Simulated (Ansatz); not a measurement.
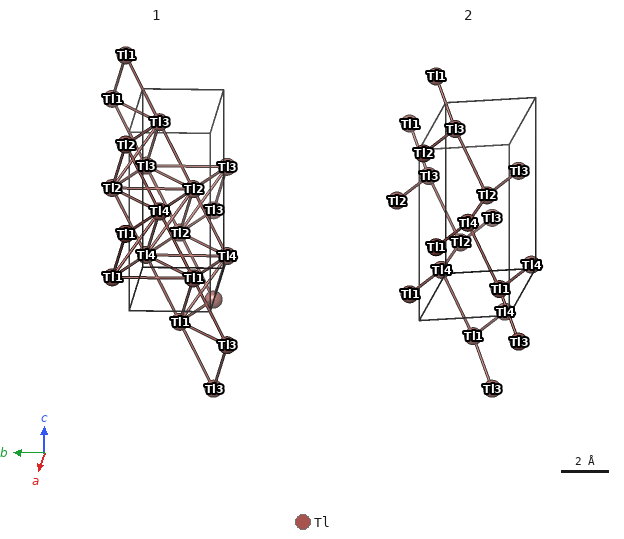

Two geometries of solid Tl (built on the iodine_64 type) (coarse preliminary run), drawn at one scale. One is the start of a relaxation, the other its converged end. The picture is a ball-and-stick view of the cell of the calculation, repeated 2 × 1 × 1 with one cell outlined, seen from a free direction.

Level of theory: DFT PBEsol, scalar-relativistic, plane waves, PAW in Ansatz. (plane-wave cutoff 420 eV; k-point mesh 6 × 6 × 2; occupations gaussian; smearing width 0.1 eV; no spin polarisation; cell and atoms relaxed; force threshold 0.04 eV/Å; at most 70 steps)

**Which one is relaxed?**

Structure 1 is the relaxed one. Case: iodine type (Cmce, No. 64). The energy falls by 649 meV per atom in 7 accepted moves (8 points after the start). The largest force component goes from 3.9 to 0.00084 eV/Å. Pressure: 7.10 GPa at the start and −0.08 GPa at the end. The SCF was repeated once at an unchanged geometry on a basis and grid sized afresh for the cell, which shifted the energy by 0.1 meV per atom at most. The largest moves relative to the cell, 0.47 Å, are those of Tl1, Tl2, Tl3 and Tl4. Tl1 goes roughly along [−1 1 0]. The drawn cell changes as follows: a = b 3.934 → 3.524 Å (−10.4 %), c 8.849 → 9.245 Å (+4.5 %), γ 66.9° → 81.8°; the volume changes by −9.8 %. Among the contacts that change: Tl1–Tl3 2.446 → 3.265 Å, Tl1–Tl4 4.039 → 3.526 Å, Tl1–Tl3 (another image) 3.977 → 3.526 Å, Tl1–Tl1 3.934 → 3.524 Å. Among the angles between lasting bonds that change: Tl3–Tl1–Tl4 105.2° → 90.1°, Tl3–Tl1–Tl4 169.5° → 180.0°, Tl4–Tl1–Tl4 85.3° → 89.9°. The space group (tolerance 0.01 Å) goes from Cmce (No. 64) to I4/mmm (No. 139).
